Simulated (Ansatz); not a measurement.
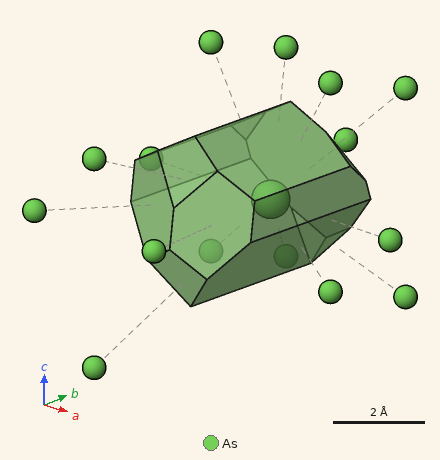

Voronoi–Dirichlet polyhedron, computed geometrically; every face belongs to one neighbour and no atomic radii are used. Central atom: As (8f) in As; faces take the colour of the neighbour behind them. Origin: the geometry relaxed with DFT, revPBE, plane waves (420 eV) with PAW, scalar-relativistic in Ansatz.

As, space group Cmce (No. 64), a = 3.686 Å, b = 15.999 Å, c = 4.937 Å, α = 90.00°, β = 90.00°, γ = 90.00°

```json
{"site": "As", "Wyckoff": "8f", "x": "0.0000", "y": "0.9254", "z": "0.9226"}
```

### Which neighbours share a face with the central atom?

15 As (100 % of the solid angle).

### How many faces does the cell have, and of which kinds?

15 faces, index ⟨4,2,2,6,0,0,0,1⟩.
